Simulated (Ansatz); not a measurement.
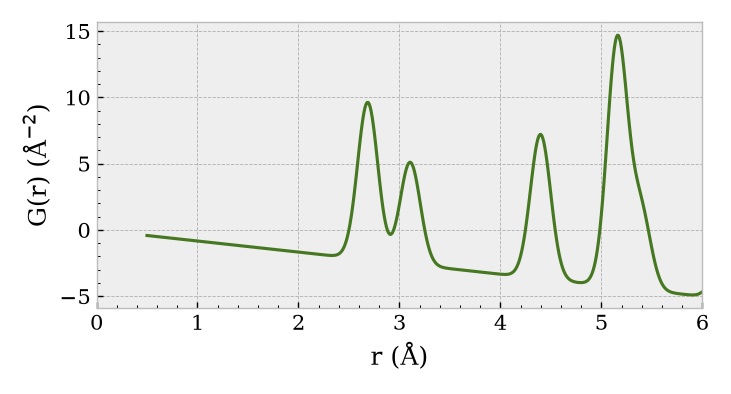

Simulated neutron pair distribution function, G(r) = R(r)/r − 4πρ₀r, summed over the atomic distances of the structure with each pair weighted by the product of the tabulated coherent neutron scattering lengths (natural isotope mix where the element has one); every distance is a Gaussian of σ = 0.10 Å. There is no Q-range truncation.

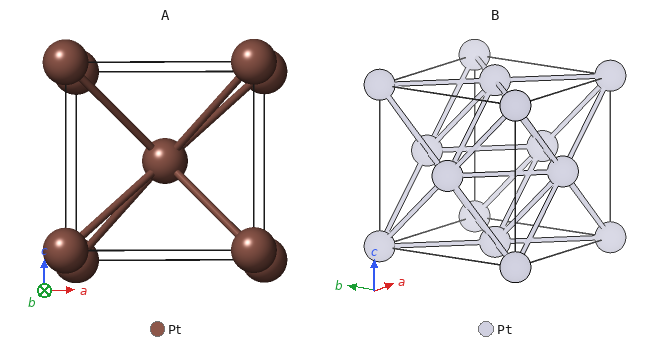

Candidate polymorphs:

A. Pt, a = 3.111 Å, b = 3.111 Å, c = 3.111 Å, α = 90.00°, β = 90.00°, γ = 90.00°, Im-3m

B. Pt, a = 3.920 Å, b = 3.920 Å, c = 3.920 Å, α = 90.00°, β = 90.00°, γ = 90.00°, Fm-3m

Origins: A, the input geometry of an electronic-structure calculation (not necessarily at equilibrium); the starting structure was generated, so it need not be a known form of this composition; B, the input geometry of an electronic-structure calculation (not necessarily at equilibrium).

### From which structure was the curve computed?

Candidate A, Pt, Im-3m (first clear peaks at 2.69 Å (Pt–Pt) and 3.11 Å (Pt–Pt)). B would give first clear peaks at 2.77 Å (Pt–Pt) and 3.92 Å (Pt–Pt).
